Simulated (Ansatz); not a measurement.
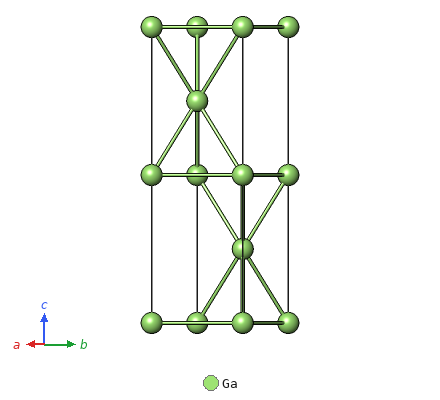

The structure, seen along [210]; the drawing may span several cells.

Structure (in its standard cell), the end point of a relaxation with DFT, PBEsol, plane waves (420 eV) with PAW, scalar-relativistic (Ansatz); the starting structure was generated, so it need not be a known form of this composition:

```cif
data_structure
_symmetry_space_group_name_H-M 'P6_3/mmc'
_symmetry_Int_Tables_number 194
_cell_length_a 2.9330
_cell_length_b 2.9330
_cell_length_c 9.5310
_cell_angle_alpha 90.000
_cell_angle_beta 90.000
_cell_angle_gamma 120.000
_cell_volume 71.01
loop_
_atom_site_label
_atom_site_type_symbol
_atom_site_symmetry_multiplicity
_atom_site_Wyckoff_symbol
_atom_site_fract_x
_atom_site_fract_y
_atom_site_fract_z
_atom_site_occupancy
Ga1 Ga 2 a 0.00000 0.00000 0.00000 1
Ga2 Ga 2 c 0.33333 0.66667 0.25000 1
```

### What does the kinematic electron diffraction pattern along [210] look like at 100 kV (B = 0.5 Å²)?

The spots form a rectangular net whose two shortest vectors correspond to d = 2.38 Å and 1.47 Å, 90.0° apart. They are 0 0 4 and 1 -2 0. The pattern has symmetry 2mm. A glide plane extinguishes reflections such as 1 -2 -1, 1 -2 1, 1 -2 -3; a screw axis and a glide plane both extinguish reflections such as 0 0 1, 0 0 3, 0 0 5; reflections such as 0 0 2, 0 0 6, 1 -2 -2 are allowed but too weak to see at this display level.

Strongest reflections with d > 0.80 Å, one of each family (|F|² from tabulated Gaussian fits of the electron scattering factors, times a small damping for the curvature of the Ewald sphere):

| hkl | d (Å) | I (strongest = 100) |
| --- | --- | --- |
| 0 0 4 | 2.383 | 100 |
| 1 -2 0 | 1.466 | 38 |
| 1 -2 4 | 1.249 | 26 |
| 0 0 8 | 1.191 | 23 |
| 1 -2 8 | 0.925 | 11 |

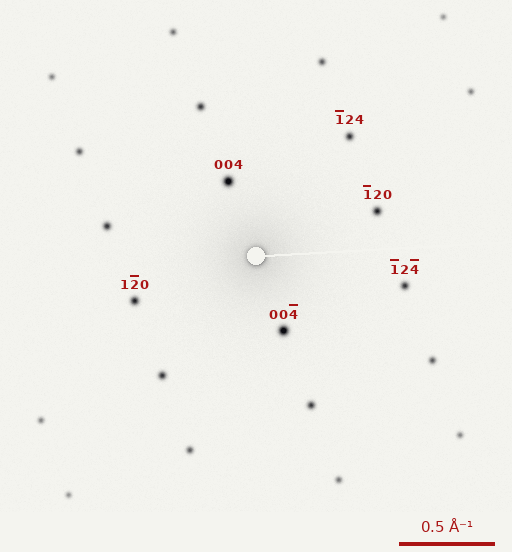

Calculated pattern, seen from the source side with [210] pointing towards the source.
